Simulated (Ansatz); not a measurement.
**HfO2: single-point calculation (part 2 of 2)**

Continued. System: HfO2 (disordered cell, 18 atoms in the cell). Method: DFT PBE, scalar-relativistic, plane waves, PAW, no spin polarisation (Ansatz 0.2.0); cutoff 420 eV, 3×3×4 k-mesh, Fermi–Dirac smearing of 0.3102 eV. It belongs to a series of runs on one base structure; here: last frame at 3600 K on a finer mesh.

Geometry of the input (Å; fractional positions):
```
5.9134  0.0937  -0.0263
0.0937  6.1692  -0.0294
-0.0263  -0.0294  5.6661
Hf 0.2653  0.3821  0.9589
Hf 0.8643  0.0786  0.8228
Hf 0.4134  0.8372  0.0309
Hf 0.3876  0.0903  0.4798
Hf 0.8534  0.2801  0.3340
Hf 0.0554  0.6248  0.5323
O  0.1873  0.1112  0.2075
O  0.0896  0.9515  0.6196
O  0.7059  0.3757  0.6521
O  0.7494  0.8045  0.9213
O  0.4120  0.1166  0.8498
O  0.1407  0.3270  0.6117
O  0.8333  0.5807  0.3198
O  0.6006  0.9055  0.3827
O  0.9321  0.3396  0.9984
O  0.3320  0.6040  0.2680
O  0.3775  0.6512  0.7680
O  0.5643  0.2863  0.1588
```

**Output, continued**
```
  k-point 1: bands = ["-46.3426", "-46.2846", "-46.1674", "-46.1251", "-45.7068", "-45.6783", "-15.9600", "-15.6070", "-15.5652", "-15.4795", "-15.3985", "-15.2669", "-15.1565", "-15.1462", "-15.0394", "-15.0044", "-14.9297", "-14.8835", "-14.7799", "-14.7137", "-14.6661", "-14.6115", "-14.4813", "-14.4234", "-4.3052", "-3.3972", "-2.9492", "-2.9171", "-2.6356", "-2.3968", "-1.9873", "-1.8033", "-1.5163", "-1.3453", "-1.1927", "-0.8707", "3.7734", "3.7828", "3.7913", "3.8048", "3.8395", "3.8447", "3.8650", "3.8746", "3.8787", "3.8884", "3.9128", "3.9207", "3.9417", "3.9489", "3.9677", "3.9733", "3.9906", "4.0070", "4.0112", "4.0179", "4.0254", "4.0310", "4.0331", "4.0389", "4.0454", "4.0581", "4.0712", "4.0769", "4.4283", "4.4394", "4.4539", "4.4709", "4.4804", "4.4914", "4.4950", "4.5322", "4.5419", "4.5487", "4.5568", "4.5640", "4.5937", "4.6291", "8.3941", "8.5020", "9.0327", "9.2314", "9.3685", "9.4982", "9.9142", "10.0072", "10.2483", "10.3794", "10.6041", "10.7315", "10.8461", "10.9674", "11.2508", "11.3846", "11.4676", "11.6722", "11.7856", "12.0041", "12.1293", "12.2892", "12.5088", "12.6460", "12.7372", "12.8948", "13.0217", "13.0688", "13.3742", "13.5099", "13.5594", "13.7197", "14.0188", "14.3281", "14.4854", "14.7669", "17.1750", "17.7166", "18.1073", "18.4706", "18.6484", "19.0676", "19.2760", "19.3793", "19.8620", "20.0722", "20.3285", "20.5550", "20.6508", "20.8727", "20.9876", "21.2735", "21.3813", "21.6987", "21.9302", "22.0860", "22.2020", "22.3962", "22.5044", "22.9758", "23.2147", "23.4442", "23.6163", "23.8449", "24.1693", "24.6407", "25.0065"]
  k-point 2: bands = ["-46.3424", "-46.2845", "-46.1673", "-46.1252", "-45.7071", "-45.6783", "-15.9709", "-15.6132", "-15.5766", "-15.4332", "-15.3892", "-15.2259", "-15.1945", "-15.1399", "-15.0426", "-15.0158", "-14.9204", "-14.8806", "-14.7784", "-14.7304", "-14.6660", "-14.6245", "-14.4947", "-14.4224", "-4.0967", "-3.4349", "-3.0679", "-2.9339", "-2.6256", "-2.4033", "-2.0068", "-1.8182", "-1.5443", "-1.3322", "-1.1979", "-0.9010", "3.7739", "3.7826", "3.7908", "3.8048", "3.8395", "3.8446", "3.8650", "3.8747", "3.8793", "3.8887", "3.9104", "3.9203", "3.9416", "3.9497", "3.9676", "3.9733", "3.9907", "4.0066", "4.0109", "4.0185", "4.0253", "4.0306", "4.0326", "4.0381", "4.0462", "4.0581", "4.0710", "4.0746", "4.4281", "4.4401", "4.4532", "4.4708", "4.4794", "4.4910", "4.4957", "4.5334", "4.5420", "4.5469", "4.5573", "4.5651", "4.5935", "4.6309", "8.3520", "8.5193", "8.9241", "9.1744", "9.3719", "9.5231", "9.9245", "10.1810", "10.3607", "10.4887", "10.6634", "10.7947", "10.8752", "11.0532", "11.2973", "11.3219", "11.4629", "11.5333", "11.7350", "11.9521", "12.2728", "12.3323", "12.4941", "12.6072", "12.8465", "12.9620", "13.0428", "13.1251", "13.1641", "13.3396", "13.5046", "13.6795", "13.9028", "14.2607", "14.4416", "14.7618", "17.1088", "17.6819", "18.1354", "18.4423", "18.7954", "18.9591", "19.3360", "19.6905", "19.9024", "20.1784", "20.3247", "20.4827", "20.5636", "20.8467", "21.0215", "21.2846", "21.4549", "21.6967", "21.8810", "22.2879", "22.3119", "22.4395", "22.4913", "22.7211", "23.1149", "23.3059", "23.6761", "23.8532", "24.2096", "24.5984", "24.8655"]
  k-point 18: bands = ["-46.3424", "-46.2848", "-46.1654", "-46.1273", "-45.7055", "-45.6797", "-15.9578", "-15.6161", "-15.5453", "-15.4600", "-15.3440", "-15.2108", "-15.1936", "-15.1164", "-15.0794", "-15.0410", "-14.9607", "-14.8950", "-14.8148", "-14.7073", "-14.6429", "-14.6199", "-14.4881", "-14.4375", "-3.9306", "-3.3792", "-3.2027", "-2.8949", "-2.6746", "-2.4009", "-2.0584", "-1.8647", "-1.4811", "-1.4333", "-1.1735", "-0.8971", "3.7710", "3.7842", "3.7920", "3.8047", "3.8397", "3.8456", "3.8641", "3.8725", "3.8810", "3.8888", "3.9100", "3.9230", "3.9407", "3.9532", "3.9639", "3.9696", "3.9882", "4.0040", "4.0092", "4.0143", "4.0202", "4.0303", "4.0367", "4.0455", "4.0495", "4.0576", "4.0705", "4.0870", "4.4271", "4.4401", "4.4537", "4.4717", "4.4808", "4.4888", "4.4958", "4.5318", "4.5423", "4.5480", "4.5574", "4.5625", "4.5943", "4.6308", "8.4627", "8.8150", "9.0233", "9.1653", "9.4181", "9.6395", "9.7641", "10.0611", "10.2448", "10.3717", "10.5591", "10.7066", "10.9457", "11.1037", "11.1574", "11.3392", "11.5828", "11.6031", "11.7121", "11.8889", "12.0868", "12.1684", "12.2877", "12.5733", "12.7334", "12.7700", "12.9712", "13.1547", "13.2474", "13.5544", "13.7016", "13.7745", "13.9235", "14.2463", "14.5622", "14.8423", "17.3425", "17.8899", "18.1170", "18.5300", "18.7070", "19.0637", "19.3307", "19.7262", "19.8607", "19.9409", "20.3974", "20.6100", "20.6502", "20.8499", "20.9251", "21.1136", "21.5513", "21.7337", "21.9433", "22.0847", "22.2341", "22.4722", "22.6818", "22.8989", "23.0717", "23.2735", "23.7849", "23.9710", "24.1334", "24.5308", "25.0235"]
--- Löwdin populations: 18 sites ---
  site symbol       q [e]
     0     Hf     24.6973
     1     Hf     24.7561
     2     Hf     24.6794
     3     Hf     24.7899
     4     Hf     24.8552
     5     Hf     24.6829
     6      O      6.6642
     7      O      6.5990
     8      O      6.6326
     9      O      6.5982
    10      O      6.5700
    11      O      6.6085
    12      O      6.3852
    13      O      6.5513
    14      O      6.5158
    15      O      6.6240
    16      O      6.5503
    17      O      6.5967
  spilling = 0.002822 (of n_electrons = 228.000000)
```

**File populations.tsv**
```
# site	symbol	l	j	q
# orbitals = lowdin
# n_electrons = 228.000000
# spilling = 0.002822
0	Hf	0_5S	-	1.959804
0	Hf	0_6S	-	0.436368
0	Hf	1_5P	-	5.975252
0	Hf	2_5D	-	2.332953
0	Hf	3_4F	-	13.992898
1	Hf	0_5S	-	1.960651
1	Hf	0_6S	-	0.434474
1	Hf	1_5P	-	5.969274
1	Hf	2_5D	-	2.399604
1	Hf	3_4F	-	13.992124
2	Hf	0_5S	-	1.961941
2	Hf	0_6S	-	0.433535
2	Hf	1_5P	-	5.974967
2	Hf	2_5D	-	2.315994
2	Hf	3_4F	-	13.993008
3	Hf	0_5S	-	1.956534
3	Hf	0_6S	-	0.434240
3	Hf	1_5P	-	5.972012
3	Hf	2_5D	-	2.436182
3	Hf	3_4F	-	13.990937
4	Hf	0_5S	-	1.955069
4	Hf	0_6S	-	0.451874
4	Hf	1_5P	-	5.961942
4	Hf	2_5D	-	2.496854
4	Hf	3_4F	-	13.989449
5	Hf	0_5S	-	1.960713
5	Hf	0_6S	-	0.436233
5	Hf	1_5P	-	5.970641
5	Hf	2_5D	-	2.323949
5	Hf	3_4F	-	13.991361
6	O	0_2S	-	1.700442
6	O	1_2P	-	4.963723
7	O	0_2S	-	1.673574
7	O	1_2P	-	4.925391
8	O	0_2S	-	1.802402
8	O	1_2P	-	4.830209
9	O	0_2S	-	1.739331
9	O	1_2P	-	4.858902
10	O	0_2S	-	1.659653
10	O	1_2P	-	4.910329
11	O	0_2S	-	1.668358
11	O	1_2P	-	4.940110
12	O	0_2S	-	1.699823
12	O	1_2P	-	4.685400
13	O	0_2S	-	1.735224
13	O	1_2P	-	4.816093
14	O	0_2S	-	1.671961
14	O	1_2P	-	4.843794
15	O	0_2S	-	1.742634
15	O	1_2P	-	4.881375
16	O	0_2S	-	1.715402
16	O	1_2P	-	4.834939
17	O	0_2S	-	1.721496
17	O	1_2P	-	4.875205
```

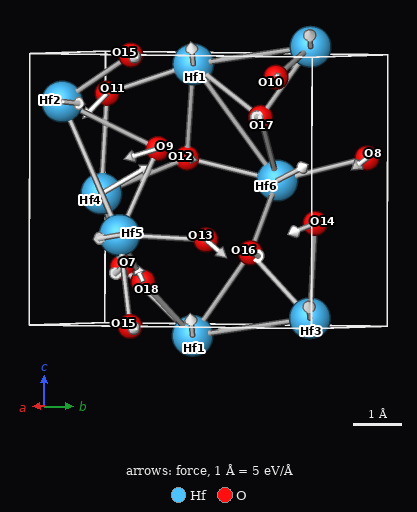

**Figure 1.** Forces on the atoms as white arrows (ball-and-stick view of the cell of the calculation, seen at an oblique angle; atoms are numbered from 1 in the order of the input). The largest act on Hf4 (6.10 eV/Å); Hf6 (5.76 eV/Å); Hf5 (4.81 eV/Å); O14 (4.42 eV/Å), among others. The geometry is not a stationary point of this energy.

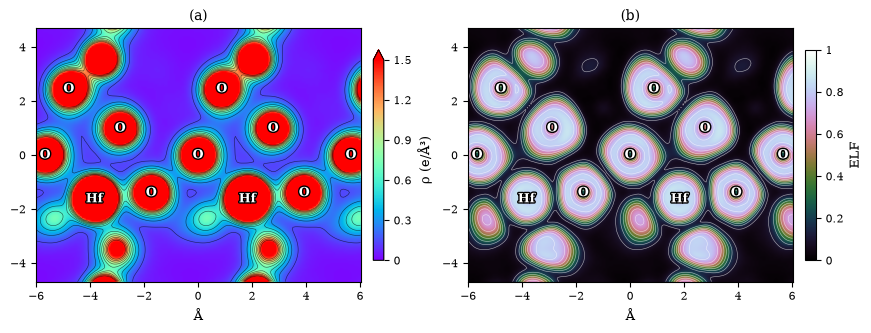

**Figure 2.** (a) valence charge density (pseudo); (b) electron localisation function on the (11̄0) plane of the calculation cell. Away from the nuclei the density in this plane falls to 0.02 e/Å³ at its lowest. The strong features right at Hf lie inside the PAW spheres (semicore, d or f shells) and say nothing about bonding. In a PAW calculation such maps are meaningful between the atoms, not at the nuclei.

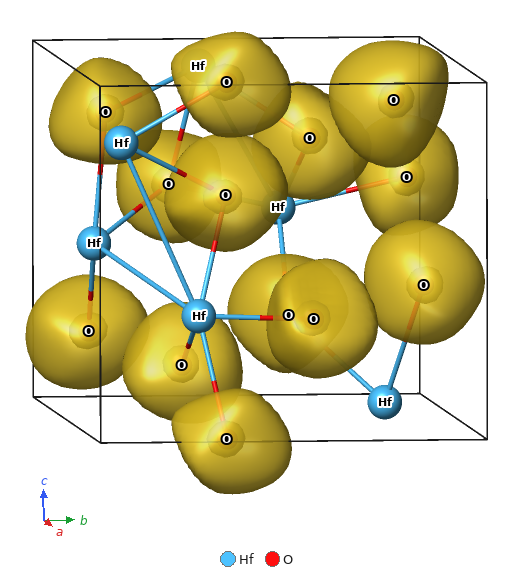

**Figure 3.** Isosurface of the electron localisation function at 0.6 (yellow), seen slightly off an axis. Core shells and regions of very low density are left out. Sticks mark near contacts. The outline is the calculation cell. Values along the shortest contacts: Hf–O (1.76 Å): the ELF peaks at about 0.80 in the valence shell of O, 0.5 Å from its nucleus, and drops to about 0.30 between the two atoms. Hf–Hf (2.70 Å): the ELF is about 0.20 at the midpoint.

**Summary**

```tsv
quantity	value
outcome	converged
electrons treated	228
free energy	−101153.1770 eV
Fermi energy	16.115 eV
gap on the k-point mesh	2.18 eV
pressure	29.59 GPa
largest force (length of the vector)	6.097 eV/Å
hardware	2 threads of Intel Xeon @ 2.70GHz, 189 GiB of memory available, shared host
wall time	50 s (CPU time 98 s)
peak memory	0.88 GiB
```

**Remarks**

Spin–orbit coupling is left out, which matters for Hf.
